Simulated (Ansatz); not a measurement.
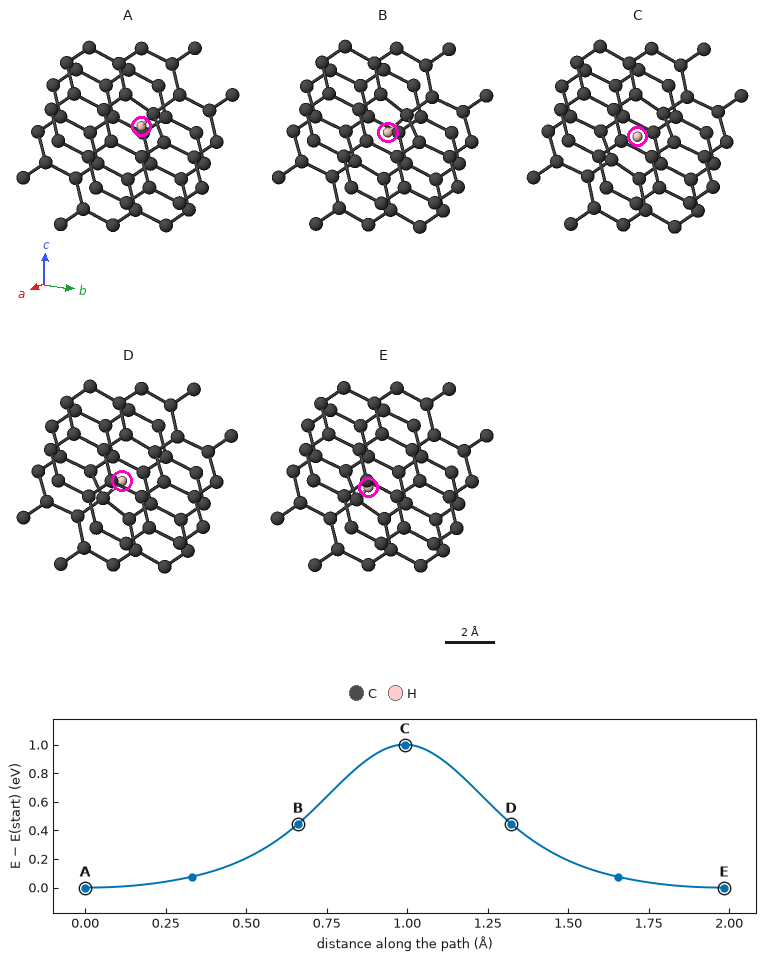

NEB run on a defect cell of composition HC$_{32}$ (33 atoms in the cell). Images are numbered from 0 (start) to 6 (end). Frames A to E are images 0, 2, 3, 4, 6. Style: ball-and-stick. Shown: the atoms within 5.0 Å of the middle of the path, slightly off an axis. The moving atom is ringed, with any periodic copies. Bonds to atoms that aren't drawn are left out.

These are results of DFT PBE+D3(BJ), scalar-relativistic, plane waves, PAW in Ansatz 0.2.0, not measurements. Run with plane-wave cutoff 420 eV; k-point mesh 2 × 2 × 2; Gaussian smearing 0.02 eV; spin collinear; 5 movable images; climbing image.

Question: Read off the barrier and say what moves.

Answer: The barrier is about 1.00 eV in both directions, with image 3 at the top; the ends have the same energy. The H atom travels furthest, 1.52 Å from end to end, along [1 −1 −1], on a path that bends up to 0.10 Å away from the straight line. At the highest image its nearest neighbour (C) is 1.58 Å away, against 1.12 Å at the start, and the surrounding atoms stand up to 0.17 Å off the mean of their end positions. Breaking: C–H (1.12 → 2.44 Å). Forming: C–H (2.44 → 1.12 Å). The band converged in 6 iterations, with a climbing image at the top.

Limits of the set-up: the k-point mesh is coarse for a cell with partly filled bands; the periodic images lie only 6.6 Å apart, so the values are limited by the cell's size.

Cost: 4 min on 4 threads of Intel(R) Xeon(R) 6975P-C (Granite Rapids), on a shared host, peak memory 2.3 GiB.
